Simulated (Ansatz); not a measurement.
NiSi: molecular dynamics (part 2 of 4)

The same run, continued: NiSi (P1, 16 atoms in the cell); DFT PBE, scalar-relativistic, plane waves, PAW, PAW set soft_1, no spin polarisation (Ansatz 0.2.0); cutoff 420 eV, 2×2×2 k-mesh, Fermi–Dirac smearing of 0.3 eV. The structure derives from an entry of the Crystallography Open Database. It belongs to a series of runs on one base structure; here: dynamics from the last frame of the run before.

Geometry of the input (Å; fractional positions):
```
0.0000  4.6419  4.6419
4.6419  0.0000  4.6419
4.6419  4.6419  0.0000
Si 0.2905  0.4294  0.3942
Si 0.8288  0.6230  0.2995
Si 0.2610  1.0942  0.3022
Si 0.4378  0.1574  0.8445
Ni 0.0809  -0.1143  0.1209
Ni 0.6475  0.1113  0.2796
Ni 0.2146  0.4894  0.0292
Ni 0.0145  0.2579  0.6413
Si 0.8797  0.8824  0.9337
Si 0.4251  0.7927  0.8265
Si 0.8799  0.4663  0.8991
Si 0.8084  0.8048  0.5344
Ni 0.6232  0.4786  0.7127
Ni 0.1483  0.7459  0.5810
Ni 0.8268  0.1825  0.4765
Ni 0.5345  0.7291  0.1423
```

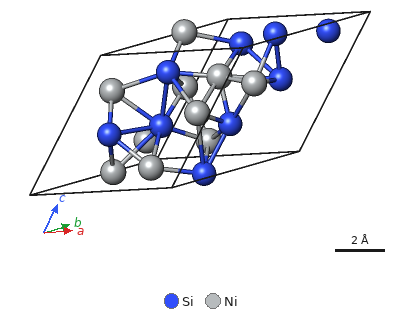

Fig. 1: The geometry at step 95 of the log (ball-and-stick view of the cell of the calculation, seen at an oblique angle).

### What the program printed, continued
```
md step    57: t =   171.00 fs  T =  1955.5 K  F+E_penalty+E_count = -51805.41784623 eV  E_kin = 4.044294 eV  (8 SCF iters)
md step    58: t =   174.00 fs  T =  1779.1 K  F+E_penalty+E_count = -51805.49192637 eV  E_kin = 3.679373 eV  (8 SCF iters)
md step    59: t =   177.00 fs  T =  2302.6 K  F+E_penalty+E_count = -51805.68412103 eV  E_kin = 4.762209 eV  (8 SCF iters)
md step    60: t =   180.00 fs  T =  2266.2 K  F+E_penalty+E_count = -51805.86073607 eV  E_kin = 4.686894 eV  (9 SCF iters)
md step    61: t =   183.00 fs  T =  2411.2 K  F+E_penalty+E_count = -51805.90952205 eV  E_kin = 4.986810 eV  (8 SCF iters)
md step    62: t =   186.00 fs  T =  2504.3 K  F+E_penalty+E_count = -51805.88650491 eV  E_kin = 5.179229 eV  (8 SCF iters)
md step    63: t =   189.00 fs  T =  2271.0 K  F+E_penalty+E_count = -51805.74701576 eV  E_kin = 4.696885 eV  (8 SCF iters)
md step    64: t =   192.00 fs  T =  2175.1 K  F+E_penalty+E_count = -51805.50536276 eV  E_kin = 4.498523 eV  (9 SCF iters)
md step    65: t =   195.00 fs  T =  2194.7 K  F+E_penalty+E_count = -51805.19571769 eV  E_kin = 4.538949 eV  (9 SCF iters)
md step    66: t =   198.00 fs  T =  2206.5 K  F+E_penalty+E_count = -51804.91030789 eV  E_kin = 4.563340 eV  (8 SCF iters)
md step    67: t =   201.00 fs  T =  1728.2 K  F+E_penalty+E_count = -51804.80972930 eV  E_kin = 3.574237 eV  (8 SCF iters)
md step    68: t =   204.00 fs  T =  1597.9 K  F+E_penalty+E_count = -51804.92956749 eV  E_kin = 3.304815 eV  (9 SCF iters)
md step    69: t =   207.00 fs  T =  2035.7 K  F+E_penalty+E_count = -51805.18362445 eV  E_kin = 4.210087 eV  (9 SCF iters)
md step    70: t =   210.00 fs  T =  1856.1 K  F+E_penalty+E_count = -51805.36558721 eV  E_kin = 3.838623 eV  (10 SCF iters)
md step    71: t =   213.00 fs  T =  1808.6 K  F+E_penalty+E_count = -51805.42078944 eV  E_kin = 3.740550 eV  (8 SCF iters)
md step    72: t =   216.00 fs  T =  1877.1 K  F+E_penalty+E_count = -51805.44731665 eV  E_kin = 3.882053 eV  (8 SCF iters)
md step    73: t =   219.00 fs  T =  2192.4 K  F+E_penalty+E_count = -51805.47502255 eV  E_kin = 4.534208 eV  (8 SCF iters)
md step    74: t =   222.00 fs  T =  2431.3 K  F+E_penalty+E_count = -51805.57754587 eV  E_kin = 5.028358 eV  (8 SCF iters)
md step    75: t =   225.00 fs  T =  2126.3 K  F+E_penalty+E_count = -51805.71404346 eV  E_kin = 4.397445 eV  (8 SCF iters)
md step    76: t =   228.00 fs  T =  2474.7 K  F+E_penalty+E_count = -51805.79430580 eV  E_kin = 5.118173 eV  (8 SCF iters)
md step    77: t =   231.00 fs  T =  1998.3 K  F+E_penalty+E_count = -51805.69951390 eV  E_kin = 4.132768 eV  (9 SCF iters)
md step    78: t =   234.00 fs  T =  1732.3 K  F+E_penalty+E_count = -51805.52564468 eV  E_kin = 3.582581 eV  (9 SCF iters)
md step    79: t =   237.00 fs  T =  1735.0 K  F+E_penalty+E_count = -51805.42299922 eV  E_kin = 3.588273 eV  (8 SCF iters)
md step    80: t =   240.00 fs  T =  1484.1 K  F+E_penalty+E_count = -51805.52474145 eV  E_kin = 3.069274 eV  (9 SCF iters)
md step    81: t =   243.00 fs  T =  1588.4 K  F+E_penalty+E_count = -51805.75947835 eV  E_kin = 3.284999 eV  (8 SCF iters)
md step    82: t =   246.00 fs  T =  1678.5 K  F+E_penalty+E_count = -51805.96330605 eV  E_kin = 3.471436 eV  (8 SCF iters)
md step    83: t =   249.00 fs  T =  1804.8 K  F+E_penalty+E_count = -51806.20496109 eV  E_kin = 3.732534 eV  (9 SCF iters)
md step    84: t =   252.00 fs  T =  2453.5 K  F+E_penalty+E_count = -51806.56713524 eV  E_kin = 5.074131 eV  (9 SCF iters)
md step    85: t =   255.00 fs  T =  2458.9 K  F+E_penalty+E_count = -51806.89664799 eV  E_kin = 5.085384 eV  (8 SCF iters)
md step    86: t =   258.00 fs  T =  2580.7 K  F+E_penalty+E_count = -51807.03978038 eV  E_kin = 5.337223 eV  (8 SCF iters)
md step    87: t =   261.00 fs  T =  3024.2 K  F+E_penalty+E_count = -51806.94508512 eV  E_kin = 6.254582 eV  (8 SCF iters)
md step    88: t =   264.00 fs  T =  2295.8 K  F+E_penalty+E_count = -51806.59686766 eV  E_kin = 4.747991 eV  (8 SCF iters)
md step    89: t =   267.00 fs  T =  2178.3 K  F+E_penalty+E_count = -51806.06568009 eV  E_kin = 4.505132 eV  (8 SCF iters)
md step    90: t =   270.00 fs  T =  2538.4 K  F+E_penalty+E_count = -51805.25476438 eV  E_kin = 5.249903 eV  (10 SCF iters)
md step    91: t =   273.00 fs  T =  2052.1 K  F+E_penalty+E_count = -51804.45060886 eV  E_kin = 4.244090 eV  (8 SCF iters)
md step    92: t =   276.00 fs  T =  2053.3 K  F+E_penalty+E_count = -51804.11113470 eV  E_kin = 4.246595 eV  (8 SCF iters)
md step    93: t =   279.00 fs  T =  2029.8 K  F+E_penalty+E_count = -51804.20563754 eV  E_kin = 4.198013 eV  (9 SCF iters)
md step    94: t =   282.00 fs  T =  2492.8 K  F+E_penalty+E_count = -51804.51995624 eV  E_kin = 5.155565 eV  (8 SCF iters)
md step    95: t =   285.00 fs  T =  2055.2 K  F+E_penalty+E_count = -51804.57036079 eV  E_kin = 4.250433 eV  (8 SCF iters)
md step    96: t =   288.00 fs  T =  1878.9 K  F+E_penalty+E_count = -51804.44165742 eV  E_kin = 3.885921 eV  (8 SCF iters)
md step    97: t =   291.00 fs  T =  1604.9 K  F+E_penalty+E_count = -51804.49704388 eV  E_kin = 3.319200 eV  (8 SCF iters)
md step    98: t =   294.00 fs  T =  1952.2 K  F+E_penalty+E_count = -51804.65677938 eV  E_kin = 4.037392 eV  (8 SCF iters)
md step    99: t =   297.00 fs  T =  2060.1 K  F+E_penalty+E_count = -51805.02372132 eV  E_kin = 4.260595 eV  (8 SCF iters)
md step   100: t =   300.00 fs  T =  2866.3 K  F+E_penalty+E_count = -51805.51906259 eV  E_kin = 5.928059 eV  (10 SCF iters)
md step   101: t =   303.00 fs  T =  2218.9 K  F+E_penalty+E_count = -51805.89339740 eV  E_kin = 4.589092 eV  (8 SCF iters)
md step   102: t =   306.00 fs  T =  2134.2 K  F+E_penalty+E_count = -51806.09893148 eV  E_kin = 4.413939 eV  (8 SCF iters)
md step   103: t =   309.00 fs  T =  1972.0 K  F+E_penalty+E_count = -51806.13575519 eV  E_kin = 4.078447 eV  (8 SCF iters)
md step   104: t =   312.00 fs  T =  2496.4 K  F+E_penalty+E_count = -51806.07438405 eV  E_kin = 5.162970 eV  (9 SCF iters)
md step   105: t =   315.00 fs  T =  2300.6 K  F+E_penalty+E_count = -51806.05726221 eV  E_kin = 4.758019 eV  (8 SCF iters)
md step   106: t =   318.00 fs  T =  2394.6 K  F+E_penalty+E_count = -51806.19013440 eV  E_kin = 4.952376 eV  (9 SCF iters)
md step   107: t =   321.00 fs  T =  2212.6 K  F+E_penalty+E_count = -51806.40075962 eV  E_kin = 4.576079 eV  (8 SCF iters)
md step   108: t =   324.00 fs  T =  2293.5 K  F+E_penalty+E_count = -51806.54645770 eV  E_kin = 4.743353 eV  (9 SCF iters)
md step   109: t =   327.00 fs  T =  2347.7 K  F+E_penalty+E_count = -51806.56028822 eV  E_kin = 4.855318 eV  (8 SCF iters)
md step   110: t =   330.00 fs  T =  2424.0 K  F+E_penalty+E_count = -51806.51190902 eV  E_kin = 5.013285 eV  (9 SCF iters)
md step   111: t =   333.00 fs  T =  2505.2 K  F+E_penalty+E_count = -51806.38283721 eV  E_kin = 5.181204 eV  (8 SCF iters)
md step   112: t =   336.00 fs  T =  2584.3 K  F+E_penalty+E_count = -51806.26561116 eV  E_kin = 5.344711 eV  (8 SCF iters)
md step   113: t =   339.00 fs  T =  2515.6 K  F+E_penalty+E_count = -51806.23002719 eV  E_kin = 5.202609 eV  (9 SCF iters)
md step   114: t =   342.00 fs  T =  2776.1 K  F+E_penalty+E_count = -51806.20686122 eV  E_kin = 5.741329 eV  (8 SCF iters)
md step   115: t =   345.00 fs  T =  2316.8 K  F+E_penalty+E_count = -51806.12054491 eV  E_kin = 4.791460 eV  (8 SCF iters)
md step   116: t =   348.00 fs  T =  2070.7 K  F+E_penalty+E_count = -51806.04041183 eV  E_kin = 4.282624 eV  (9 SCF iters)
md step   117: t =   351.00 fs  T =  2082.8 K  F+E_penalty+E_count = -51806.05768973 eV  E_kin = 4.307531 eV  (9 SCF iters)
md step   118: t =   354.00 fs  T =  1577.2 K  F+E_penalty+E_count = -51806.15158218 eV  E_kin = 3.261955 eV  (9 SCF iters)
md step   119: t =   357.00 fs  T =  1749.7 K  F+E_penalty+E_count = -51806.28746927 eV  E_kin = 3.618563 eV  (8 SCF iters)
md step   120: t =   360.00 fs  T =  1761.9 K  F+E_penalty+E_count = -51806.40896685 eV  E_kin = 3.643827 eV  (9 SCF iters)
md step   121: t =   363.00 fs  T =  1662.2 K  F+E_penalty+E_count = -51806.47113632 eV  E_kin = 3.437594 eV  (8 SCF iters)
md step   122: t =   366.00 fs  T =  1940.3 K  F+E_penalty+E_count = -51806.44750728 eV  E_kin = 4.012841 eV  (8 SCF iters)
md step   123: t =   369.00 fs  T =  2167.0 K  F+E_penalty+E_count = -51806.29801249 eV  E_kin = 4.481782 eV  (9 SCF iters)
md step   124: t =   372.00 fs  T =  2365.7 K  F+E_penalty+E_count = -51806.07093122 eV  E_kin = 4.892708 eV  (8 SCF iters)
md step   125: t =   375.00 fs  T =  2423.5 K  F+E_penalty+E_count = -51805.88300019 eV  E_kin = 5.012163 eV  (9 SCF iters)
md step   126: t =   378.00 fs  T =  1865.9 K  F+E_penalty+E_count = -51805.75921266 eV  E_kin = 3.859066 eV  (8 SCF iters)
md step   127: t =   381.00 fs  T =  1820.6 K  F+E_penalty+E_count = -51805.68042751 eV  E_kin = 3.765300 eV  (9 SCF iters)
SCF 300 converged in 8 iterations: F = -51805.755451 eV  dr2 = 2.98e-9
md step   299: t =   897.00 fs  T =  2055.2 K  F+E_penalty+E_count = -51805.75545127 eV  E_kin = 4.250464 eV  (8 SCF iters)
iter 1 solved again at ethr=6.34e-5 eV; its pass at ethr=3.10e-3 eV (dr2=1.12e-1 eV) is discarded
SCF iter   1: F=—  HF=-51805.909864 eV  |F-HF|=—  |Δ(HF+E_count)|=         —  Δρ=6.16e-3  dr2=1.16e-1  ethr=6.34e-5  ⟨swp⟩=1.0  Hψ=4017  notcnv=0
preconditioner: auto → Kerker (q_TF=auto, 2.671 Å⁻¹)  [metal: Δε(μ)=0.023 eV  Ē_g=7.523 eV  σ=0.300 eV  W_gap=0.02  n_scr=58 (ndim 8)  ℏωp=27.8 eV  f_vac=0.000  D(μ)=8.67/eV (n_scr^D=64)]
SCF iter   2: F=—  HF=-51805.897249 eV  |F-HF|=—  |Δ(HF+E_count)|=   1.26e-2  Δρ=3.22e-3  dr2=4.37e-2  ethr=6.34e-5  ⟨swp⟩=1.0  Hψ=904  notcnv=0
SCF iter   3: F=—  HF=-51805.888451 eV  |F-HF|=—  |Δ(HF+E_count)|=   8.80e-3  Δρ=6.72e-4  dr2=1.65e-3  ethr=2.48e-5  ⟨swp⟩=2.5  Hψ=1353  notcnv=0
SCF iter   4: F=—  HF=-51805.888206 eV  |F-HF|=—  |Δ(HF+E_count)|=   2.45e-4  Δρ=3.50e-4  dr2=1.76e-4  ethr=9.35e-7  ⟨swp⟩=2.6  Hψ=1621  notcnv=0
SCF iter   5: F=—  HF=-51805.888041 eV  |F-HF|=—  |Δ(HF+E_count)|=   1.65e-4  Δρ=8.55e-5  dr2=1.36e-5  ethr=1.00e-7  ⟨swp⟩=1.5  Hψ=1091  notcnv=0
SCF iter   6: F=—  HF=-51805.888206 eV  |F-HF|=—  |Δ(HF+E_count)|=   1.65e-4  Δρ=3.62e-5  dr2=2.94e-6  ethr=7.75e-9  ⟨swp⟩=2.9  Hψ=1668  notcnv=0
SCF iter   7: F=—  HF=-51805.888206 eV  |F-HF|=—  |Δ(HF+E_count)|=   2.65e-7  Δρ=1.96e-5  dr2=6.47e-7  ethr=1.67e-9  ⟨swp⟩=2.5  Hψ=1569  notcnv=0
SCF iter   8: F=—  HF=-51805.888206 eV  |F-HF|=—  |Δ(HF+E_count)|=   4.12e-8  Δρ=4.36e-6  dr2=3.04e-8  ethr=3.68e-10  ⟨swp⟩=2.1  Hψ=1620  notcnv=0
SCF iter   9: F=-51805.888206 eV  HF=-51805.888206 eV  |F-HF|=5.88e-9  |Δ(HF+E_count)|=   5.36e-9  Δρ=1.94e-6  dr2=6.90e-9  ethr=9.09e-12  ⟨swp⟩=4.0  Hψ=3117  notcnv=0
SCF 301 converged in 9 iterations: F = -51805.888206 eV  dr2 = 6.90e-9
md step   300: t =   900.00 fs  T =  2209.9 K  F+E_penalty+E_count = -51805.88820615 eV  E_kin = 4.570389 eV  (9 SCF iters)
```

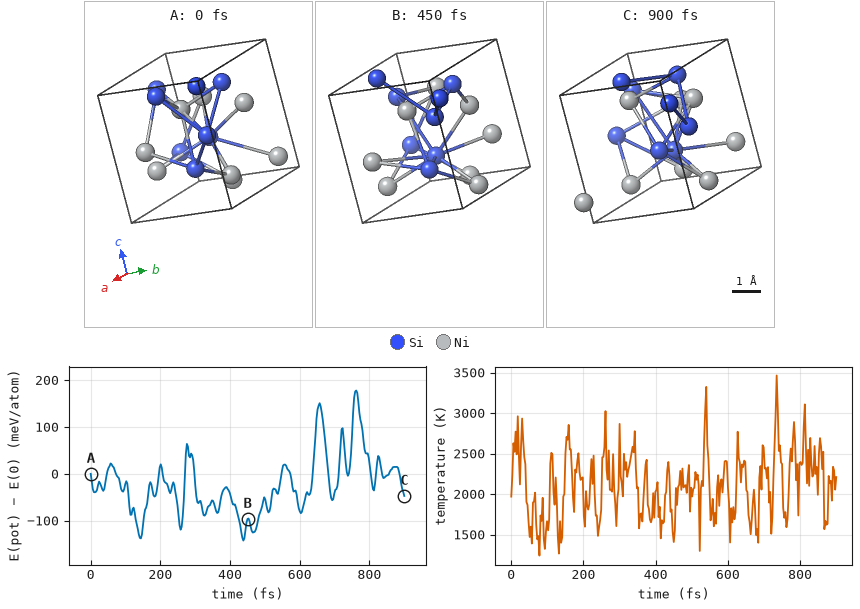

Fig. 2: Frames of the molecular dynamics (ball-and-stick, reduced simulation cell, seen slightly off an axis) above the curves, on which the letters mark them. The trajectory kept here has 301 frames over 900 fs. The temperature starts at 1969 K, ranges from 1241 to 3464 K and averages 2163 K over the second half. The potential energy ends 47.2 meV/atom below its first value. With the common drift removed, the root-mean-square displacement is 0.97 Å, and Ni15 has moved furthest (2.05 Å).

```
SCF converged after 9 iterations
Free energy (F): -51805.888206 eV
Harris-Foulkes:  -51805.888206 eV  (|F-HF|=5.88e-9)
Internal energy: -51803.199609 eV  (E = F + TS)
E sigma→0 (E₀):  -51804.543908 eV
Entropy (-TS):   -2.688597 eV (-168.037 meV/atom)
Fermi energy:    14.094554 eV
--- Per-component energies (eV) ---
  E_band       = -2655.049552
  E_kinetic    = 3077.813715
  E_local      = -32739.177988  (includes V_loc(G=0)·N_el)
  E_nonlocal   = -761.795092
  E_hartree    = 17079.289298
  E_xc         = -1366.709179
  E_vxc        = -1563.473472  (∫ρ·V_xc dr)
  E_paw        = -17356.746433  (= ΣΔE_a)
  E_vpaw       = -4826.994111  (= ΣTr[D̂ρ^β])
  E_aug_tail   = 0.008196  (compensation charges beyond the density's cutoff)
  E_ewald      = -19735.882127
  E_smearing   = -2.688597  (= −TS)
  E_closure    = -0.000000  (closes the sum)
  Σ components = -51805.888206   (vs F -51805.888206, Δ=0.00e0)
--- Forces (eV/Å), atoms counted from 1 ---
  atom   1  Si    -0.50828410    -0.62954689    -1.25970518
  atom   2  Si    -0.68466346    -0.24419047     0.12035023
  atom   3  Si     0.50771281    -1.98270712     0.79866007
  atom   4  Si     0.18693228    -2.36486270    -1.59765880
  atom   5  Ni     0.28684978     0.34770860     0.24610654
  atom   6  Ni    -0.13713349     0.73640732     0.57547588
  atom   7  Ni    -0.17808641    -0.09119216    -1.72616407
  atom   8  Ni     0.12333226     1.86521631     0.30334047
  atom   9  Si     0.88495738     0.46537477     0.00252281
  atom  10  Si    -0.30372011     0.08051222    -0.16814372
  atom  11  Si    -1.41485514     0.84157473     0.13568382
  atom  12  Si    -0.95486754    -0.24345812     0.41561683
  atom  13  Ni    -0.74091545     1.30900349     2.21348169
  atom  14  Ni     1.11832415    -0.35854901    -0.22660018
  atom  15  Ni     2.92982301    -1.23641100    -1.45027081
  atom  16  Ni    -1.11537800     1.50513575     1.61732014
  max |Σ_I F_I| component: 2.80e-5 eV/Å
--- MD trajectory: 300 steps, t = 0.0 → 900.0 fs ---
  final state: T = 2209.9 K   F+E_penalty+E_count = -51805.88820615 eV   E_kin = 4.570389 eV
```

### Trajectory as extended XYZ (Å, eV, eV/Å), 28 of the 301 frames kept, from step=0 to step=300
```
16
Lattice="0.0000 4.6419 4.6419 4.6419 0.0000 4.6419 4.6419 4.6419 0.0000" Properties=species:S:1:pos:R:3:forces:R:3 step=0 time_fs=0.0 energy=-51805.13303 temperature=1968.8
Si    3.8232    3.1785    3.3415   -0.1074   0.2524   2.3897
Si    4.2825    5.2375    6.7392   -0.3153   2.1811  -3.1824
Si    6.4820    2.6143    6.2906   -0.3346   0.6904   0.1500
Si    4.6510    5.9524    2.7628    0.3298  -0.1460   0.6964
Ni    0.0308    0.9368   -0.1553    0.6852   0.9954   0.2853
Ni    1.8146    4.3039    3.5224    0.1190  -3.2391   0.7006
Ni    2.4070    1.1314    3.2677   -0.7308  -0.5074   0.0769
Ni    4.1736    3.0441    1.2644   -1.1493   2.9362  -1.1085
Si    8.4306    8.4178    8.1797   -1.2702  -3.7090   2.4838
Si    7.5163    5.8097    5.6527    0.9669  -1.0484  -0.3700
Si    6.3382    8.2583    6.2491    0.6378   1.4470  -0.4863
Si    6.2167    6.2332    7.4882    0.7112   1.2997   0.6387
Ni    5.5300    6.2014    5.1146   -0.2455  -1.4815  -1.2924
Ni    6.1594    3.3856    4.1510   -0.3359   0.6436  -0.0885
Ni    3.0591    6.0501    4.6851   -0.0020  -0.5662  -0.3842
Ni    4.0450    3.1417    5.8655    1.0408   0.2519  -0.5091
16
Lattice="0.0000 4.6419 4.6419 4.6419 0.0000 4.6419 4.6419 4.6419 0.0000" Properties=species:S:1:pos:R:3:forces:R:3 step=11 time_fs=33.0 energy=-51805.65676 temperature=2661.2
Si    3.8357    2.9683    3.3068    0.2977   1.3185   0.4331
Si    4.1661    5.1968    6.5427    0.8297   0.5536  -1.4610
Si    6.3411    2.7741    6.4352    1.6599   1.0774  -2.5058
Si    4.8526    6.1238    2.7812   -1.9322  -1.5557   0.7970
Ni   -0.0490    0.9174   -0.4632    2.9976   0.3128   0.8195
Ni    1.8106    4.0364    3.5586   -0.0245  -0.5239   1.4003
Ni    2.5645    1.1351    3.3171   -2.9071  -0.0118  -0.8338
Ni    4.2247    3.1437    1.0362   -0.0032   1.4908   1.9062
Si    8.3915    8.1814    8.3229   -0.5387  -0.6720  -1.6893
Si    7.5709    5.2614    5.5569    0.2637  -0.6726   0.9394
Si    6.3734    8.7387    6.7279   -0.6797  -0.8819  -2.0992
Si    6.4108    6.2389    7.3597   -0.7740  -0.7005  -1.1702
Ni    5.6017    6.1075    4.9580   -0.7021  -0.5775   0.9294
Ni    5.9679    3.2145    4.1561    0.5587   0.8472   0.7796
Ni    2.9365    5.9648    4.5142    1.2336   0.0862   1.2093
Ni    4.0142    3.0519    5.6992   -0.2794  -0.0908   0.5455
16
Lattice="0.0000 4.6419 4.6419 4.6419 0.0000 4.6419 4.6419 4.6419 0.0000" Properties=species:S:1:pos:R:3:forces:R:3 step=22 time_fs=66.0 energy=-51804.91148 temperature=2017.7
Si    3.7197    2.8340    3.1767    1.2918   1.8194   1.2185
Si    4.1547    5.1307    6.4290    0.0798   0.1715  -0.4156
Si    6.5587    3.0915    6.2441   -1.4999  -3.8119  -2.2699
Si    4.8543    5.7196    2.8145   -0.6158  -0.0710  -0.6619
Ni    0.1658    0.7133   -0.4695   -1.1560   2.1383   0.5534
Ni    1.6467    4.0194    3.3856    1.3828  -0.9000   2.0222
Ni    2.5684    1.1206    3.3365   -1.8378  -1.9305  -0.7056
Ni    4.3961    3.3916    0.9982    1.9449  -1.8247   0.9226
Si    8.4507    7.9368    8.1357   -0.0430  -0.4355  -0.4816
Si    7.6602    4.8607    5.5809   -1.1603   4.8645  -1.0505
Si    6.4974    8.6579    6.4316    0.3713   1.0314  -1.1224
Si    6.3411    6.3674    6.9402    0.4559  -1.3238   1.6489
Ni    5.5355    6.0804    4.9490   -0.4403  -0.6318  -0.5428
Ni    5.8169    3.0825    4.0007    0.6716   1.2097   0.0759
Ni    2.7859    5.9531    4.5578    0.5868   0.1589   0.2127
Ni    4.0098    2.9382    5.6953   -0.0315  -0.4644   0.5961
```
